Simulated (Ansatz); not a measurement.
**Nudged elastic band of Al16P16H (charge −1) (part 3 of 3)**

The same run, continued: Al16P16H (defect cell, 33 atoms in the cell, total charge −1); DFT PBEsol, scalar-relativistic, plane waves, PAW, no spin polarisation (Ansatz 0.2.0); cutoff 420 eV, 2×2×2 k-mesh, Gaussian smearing of 0.02 eV. The structure derives from a Materials Project entry. It belongs to a series of runs on one base structure; here: climbing-image band for the jump of H by 3.82 A.

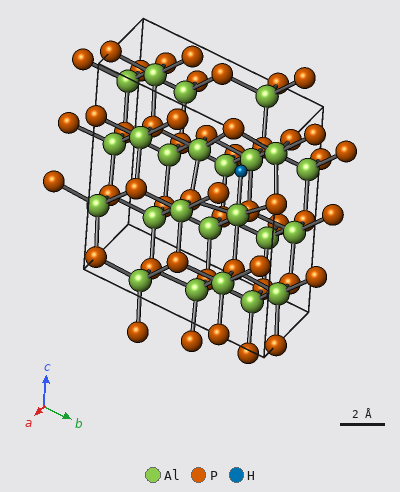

Fig. 1: The starting structure (ball-and-stick view of the cell of the calculation, seen slightly off an axis; bonded neighbours outside the cell are drawn too).

**Output, continued**
```
  k-point 3: bands = ["-6.3356", "-5.5201", "-5.5073", "-5.4831", "-5.4482", "-4.9636", "-4.9291", "-4.9191", "-4.9044", "-4.7472", "-4.4424", "-4.4221", "-4.4017", "-4.3619", "-4.1642", "-4.1511", "-0.5755", "-0.2583", "-0.2011", "-0.1799", "-0.1708", "-0.1161", "0.0500", "0.0668", "0.1293", "0.1812", "0.4124", "1.1277", "1.3654", "1.4225", "1.4354", "1.5484", "1.5652", "1.5895", "1.6068", "2.1834", "2.2835", "2.3812", "2.4079", "2.8293", "2.9340", "2.9751", "2.9857", "3.0065", "3.0334", "3.0667", "3.0883", "3.1289", "3.1594", "3.1948", "3.2003", "3.2450", "3.2842", "3.8150", "3.9592", "4.0201", "4.0442", "4.0726", "4.1248", "4.1571", "4.1903", "4.2144", "4.4793", "4.5362", "5.9860", "6.7511", "7.4008", "7.4868", "7.6946", "8.2927", "8.3362", "8.3559", "8.4063", "8.4385", "8.4949", "8.5499", "8.5633", "8.6422", "8.6768", "8.7042", "8.7564", "8.7928", "8.8493", "9.0864", "9.3045", "9.4547", "9.4886", "9.5869", "9.6200", "9.6428", "9.6972", "9.7431", "9.9203", "10.0502", "10.1348", "10.1443", "10.1699", "10.2185"]
this run last wrote the band of iteration 9 to [file]
--- NEB band (7 images, 9 band iterations, 273 SCF iterations) ---
  forward barrier  = 1.356311 eV
  backward barrier = 1.356311 eV
  lagrangian_above_aufbau_ev (what the smearing adds, to first order; not taken off the barriers): saddle image -0.000000 eV, end points +0.000000 and +0.000000 eV
  climbing image's point = of an order that was not read
  energies are F+E_penalty+E_count in eV, relative to image 0
  image     s (Å)  Δ vs image 0  max|band force component| (eV/Å)
      0    0.0000      0.000000                                 —
      1    0.7686      0.229431                          4.220e-3
      2    1.5373      0.973488                          5.679e-3
  *   3    2.3060      1.356311                          2.467e-2
      4    3.0653      0.983526                          5.933e-3
      5    3.8245      0.245554                          3.340e-3
      6    4.5835      0.000000                                 —
  climbing-image geometry (image 3):
  cell:  # Å, volume = 655.0745 Å³
    - [-5.4711284545, 5.4711284545, -5.4711284545]
    - [5.4711284545, -5.4711284545, -5.4711284545]
    - [-5.4711284545, -5.4711284545, 5.4711284545]
  atoms:
    - { symbol: Al, position: [0.4936204924116785, 0.24893007571711934, 0.24853041829946956] }
    - { symbol: Al, position: [0.248261404041642, 0.24888709211573454, 0.49397219948531235] }
    - { symbol: Al, position: [0.006692229546990391, 0.24481774229696934, 0.7559411338801727] }
    - { symbol: Al, position: [0.7461107610172943, 0.000293494272422673, 0.27218174731872546] }
    - { symbol: Al, position: [0.7556233882993054, 0.24465531560082054, 0.006946503881731236] }
    - { symbol: Al, position: [0.5052928712784235, 0.0003110811535742636, 0.5055798689450922] }
    - { symbol: Al, position: [0.2717946669372393, 0.0003107306610947991, 0.7464429954949017] }
    - { symbol: Al, position: [-0.00034272706314530943, 0.7517123175989988, 0.2453543750592196] }
    - { symbol: Al, position: [0.9682657762532755, 1.0002759377594828, 0.9685068472123155] }
    - { symbol: Al, position: [0.7622000530851991, 0.7558297604620876, 0.5114901093307844] }
    - { symbol: Al, position: [0.5112839773931364, 0.7559604277258003, 0.7625830964842034] }
    - { symbol: Al, position: [0.2569384473904185, 0.5042565994688024, 0.2572737634297953] }
    - { symbol: Al, position: [0.24498597079292267, 0.7516814520996759, -8.033915015442927e-5] }
    - { symbol: Al, position: [0.0004709951958254449, 0.5003183065074428, 0.5007117307481638] }
    - { symbol: Al, position: [0.7529445280977092, 0.49628794966766343, 0.75328211589152] }
    - { symbol: Al, position: [0.5004685385888827, 0.5003307279765116, 0.0007436107545942661] }
    - { symbol: P, position: [0.49348982588143553, 0.00030581422007018577, 0.25496930114840477] }
    - { symbol: P, position: [0.2546891711071448, 0.00028916374316841076, 0.4938612348333298] }
    - { symbol: P, position: [0.028649951653711425, 0.0003453037075094034, 0.7456899827501848] }
    - { symbol: P, position: [0.7508520367886587, 0.7472670365487555, 0.25512336574811134] }
    - { symbol: P, position: [0.7455614066106446, 0.000320196891182567, 0.029092125918649014] }
    - { symbol: P, position: [0.5095895688092053, 0.753002080786008, 0.5098921755380796] }
    - { symbol: P, position: [0.2548194006639233, 0.7472501947378866, 0.7511106920191627] }
    - { symbol: P, position: [0.004381494902275615, 0.5039576591395235, 0.25244039960638703] }
    - { symbol: P, position: [-0.005292452343233556, 0.7586715198306501, -0.004931106195887047] }
    - { symbol: P, position: [0.7484896651546423, 0.4965578954784569, 0.5009938809055118] }
    - { symbol: P, position: [0.5007183677135347, 0.49663942432034996, 0.7488114294141037] }
    - { symbol: P, position: [0.2363060816438074, 0.24186967700731143, 0.23667574658487905] }
    - { symbol: P, position: [0.25221500358772037, 0.504047813827706, 0.00474750408846171] }
    - { symbol: P, position: [0.003874208830672826, 0.25335093040241496, 0.5081246616169222] }
    - { symbol: P, position: [0.756886818667465, 0.2475984500818431, 0.7572049535396247] }
    - { symbol: P, position: [0.5078653400461199, 0.25337232115533187, 0.004149868724490108] }
    - { symbol: H, position: [0.8072927370154755, 1.0002267921876307, 0.807514891643738] }
```

**The last band as extended XYZ (Å, eV, eV/Å)**
```
33
Lattice="-5.4711 5.4711 -5.4711 5.4711 -5.4711 -5.4711 -5.4711 -5.4711 5.4711" Properties=species:S:1:pos:R:3:forces:R:3 image=0 energy=-20260.49114
Al   -2.7083    0.0104   -2.7080    0.0038   0.0022   0.0057
Al   -2.7181   -2.7180    0.0055    0.0065   0.0056  -0.0007
Al   -2.7085   -5.4983    2.7242    0.0016  -0.0049  -0.0007
Al   -5.5094    2.7375   -2.6972   -0.0040   0.0043   0.0033
Al   -2.7182    2.7293   -5.4884    0.0035   0.0019  -0.0042
Al   -5.4604   -0.0272   -0.0270    0.0022  -0.0045  -0.0018
Al   -5.4982   -2.7086    2.7239   -0.0059   0.0025   0.0004
Al    2.7382   -5.5094   -2.6970    0.0027  -0.0047   0.0032
Al   -5.3638   -5.3640   -5.3689   -0.0018  -0.0019  -0.0015
Al   -2.9083   -2.9084   -5.2985   -0.0037  -0.0043   0.0032
Al   -2.8369   -5.3651   -2.8419    0.0024  -0.0030   0.0025
Al    0.0111   -2.7085   -2.7083    0.0003   0.0035   0.0064
Al    2.7297   -2.7182   -5.4883    0.0014   0.0044  -0.0059
Al   -0.0273   -5.4608   -0.0271   -0.0049   0.0030  -0.0031
Al   -5.3653   -2.8366   -2.8415   -0.0038   0.0029   0.0034
Al   -0.0384   -0.0383   -5.4743   -0.0036  -0.0045  -0.0012
P    -4.1036    1.3703   -1.3682   -0.0012   0.0004  -0.0001
P    -4.1003   -1.3670    1.3681    0.0000  -0.0005   0.0001
P    -4.1133   -4.1132    4.0139    0.0007  -0.0001  -0.0018
P    -1.4508   -1.4511   -6.7561    0.0079   0.0083  -0.0076
P    -4.1103    4.0351   -4.0961   -0.0007   0.0025  -0.0002
P    -1.2788   -4.1133   -4.0931    0.0019   0.0000  -0.0012
P    -1.4207   -6.7935   -1.4138    0.0061  -0.0055   0.0060
P     1.3704   -4.1041   -1.3683    0.0014  -0.0007  -0.0002
P     4.0355   -4.1102   -4.0960    0.0029  -0.0014   0.0000
P    -4.1134   -1.2789   -4.0931    0.0007   0.0003  -0.0010
P    -4.1103   -4.1102   -1.3003   -0.0007  -0.0012  -0.0028
P    -1.3212   -1.3216   -1.3143   -0.0071  -0.0068  -0.0072
P     1.3671   -1.3670   -4.1064    0.0002  -0.0004  -0.0009
P    -1.3672   -4.1006    1.3679   -0.0002  -0.0002   0.0009
P    -6.7936   -1.4206   -1.4133   -0.0045   0.0053   0.0048
P    -1.3672    1.3668   -4.1062   -0.0001   0.0000  -0.0017
H    -4.0722   -4.0732   -4.1358   -0.0038  -0.0026   0.0037
33
Lattice="-5.4711 5.4711 -5.4711 5.4711 -5.4711 -5.4711 -5.4711 -5.4711 5.4711" Properties=species:S:1:pos:R:3:forces:R:3 image=3 energy=-20259.13483
Al   -2.6985   -0.0210   -2.7028    0.0019  -0.0020  -0.0003
Al   -2.6992   -2.7060   -0.0174    0.0014  -0.0026  -0.0031
Al   -2.8330   -5.4387    2.7598   -0.0055  -0.0002   0.0037
Al   -5.5696    2.5913   -2.5945    0.0108  -0.0020   0.0012
Al   -2.8336    2.7576   -5.4346   -0.0052   0.0025  -0.0009
Al   -5.5289   -0.0033   -0.0001   -0.0118   0.0000   0.0010
Al   -5.5692   -2.5986    2.5952    0.0083   0.0025  -0.0021
Al    2.7722   -5.4570   -2.7685   -0.0005   0.0032   0.0031
Al   -5.1237   -5.4740   -5.4713   -0.0111  -0.0003   0.0003
Al   -2.8333   -2.7636   -5.5069   -0.0066  -0.0035  -0.0005
Al   -2.8335   -5.5108   -2.7611   -0.0065   0.0006  -0.0028
Al   -0.0545   -2.7607   -2.7570    0.0034  -0.0009  -0.0028
Al    2.7726   -2.7718   -5.4533    0.0011   0.0012   0.0014
Al   -0.0047   -5.4742   -0.0004   -0.0009  -0.0002   0.0021
Al   -5.5255   -2.7171   -2.7134    0.0042   0.0017  -0.0004
Al   -0.0048   -0.0033   -5.4714   -0.0005  -0.0015   0.0009
P    -4.0932    1.3033   -1.3067    0.0003   0.0073  -0.0073
P    -4.0938   -1.3101    1.3070    0.0001  -0.0048   0.0046
P    -4.2346   -3.9249    3.9211   -0.0060  -0.0039   0.0057
P    -1.4154   -1.3762   -6.8006   -0.0019   0.0023   0.0030
P    -4.2365    3.9181   -3.9216    0.0013   0.0053  -0.0034
P    -1.4579   -4.1214   -4.1181    0.0031   0.0008   0.0012
P    -1.4153   -6.8036   -1.3730   -0.0023  -0.0016   0.0023
P     1.3521   -4.1144   -1.4001    0.0021  -0.0029  -0.0022
P     4.2067   -4.1528   -4.1488    0.0010   0.0032  -0.0027
P    -4.1194   -1.3627   -4.0708   -0.0004  -0.0018  -0.0003
P    -4.1192   -4.0745   -1.3598    0.0027   0.0020   0.0007
P    -1.2644   -1.3253   -1.3213   -0.0013   0.0017  -0.0046
P     1.3518   -1.4038   -4.1116   -0.0009   0.0008   0.0000
P    -1.4151   -4.1449    1.3727   -0.0030  -0.0029  -0.0024
P    -6.9291   -1.3564   -1.3529    0.0015   0.0007  -0.0004
P    -1.4151    1.3697   -4.1421   -0.0036  -0.0027   0.0015
H    -3.3625   -5.4736   -5.4712    0.0247  -0.0018   0.0034
33
Lattice="-5.4711 5.4711 -5.4711 5.4711 -5.4711 -5.4711 -5.4711 -5.4711 5.4711" Properties=species:S:1:pos:R:3:forces:R:3 image=6 energy=-20260.49114
Al   -2.7467    0.0271   -2.7628   -0.0003   0.0035  -0.0064
Al   -2.7463   -2.7628    0.0270   -0.0022  -0.0045   0.0018
Al   -2.8414   -5.5722    2.8415    0.0038   0.0029  -0.0034
Al   -5.4982    2.7084   -2.7242   -0.0016  -0.0049   0.0007
Al   -2.8429    2.8426   -5.5734    0.0018  -0.0019   0.0015
Al   -5.4652    0.0174    0.0172   -0.0014   0.0044   0.0059
Al   -5.4984   -2.7251    2.7080   -0.0038   0.0022  -0.0057
Al    2.7738   -5.4692   -2.7740    0.0040   0.0043  -0.0033
Al   -5.2984   -5.6439   -5.6437    0.0037  -0.0043  -0.0032
Al   -2.7082   -2.7252   -5.4440    0.0049   0.0030   0.0031
Al   -2.7085   -5.4442   -2.7239    0.0059   0.0025  -0.0005
Al    0.1014   -2.6296   -2.6292   -0.0024  -0.0030  -0.0025
Al    2.7740   -2.7739   -5.4680    0.0036  -0.0045   0.0012
Al   -0.0174   -5.4774    0.0173   -0.0035   0.0019   0.0042
Al   -5.4737   -2.7739   -2.7741   -0.0027  -0.0047  -0.0032
Al   -0.0174    0.0175   -5.4766   -0.0065   0.0056   0.0007
P    -4.1027    1.3685   -1.3647   -0.0002  -0.0004   0.0009
P    -4.1030   -1.3652    1.3682    0.0012   0.0004   0.0001
P    -4.0933   -4.0145    4.0931   -0.0007   0.0003   0.0010
P    -1.3684   -1.3650   -6.8390    0.0002  -0.0002  -0.0009
P    -4.0934    4.0935   -4.0139   -0.0007  -0.0001   0.0018
P    -1.3149   -4.0580   -4.0573   -0.0061  -0.0055  -0.0060
P    -1.3684   -6.8399   -1.3649    0.0001   0.0000   0.0017
P     1.3747   -4.1716   -1.3751    0.0007   0.0025   0.0002
P     4.1863   -4.1867   -4.1862   -0.0079   0.0083   0.0076
P    -4.1060   -1.3685   -4.1029   -0.0014  -0.0007   0.0002
P    -4.1064   -4.1025   -1.3681    0.0000  -0.0005  -0.0001
P    -1.4567   -1.3777   -1.3780   -0.0019   0.0000   0.0012
P     1.3748   -1.3747   -4.1708    0.0007  -0.0012   0.0028
P    -1.4131   -4.1562    1.4133    0.0045   0.0053  -0.0048
P    -6.7710   -1.3746   -1.3751   -0.0029  -0.0014   0.0000
P    -1.4144    1.4139   -4.1568    0.0071  -0.0068   0.0072
H    -4.1345   -6.8088   -6.8065    0.0038  -0.0026  -0.0037
```
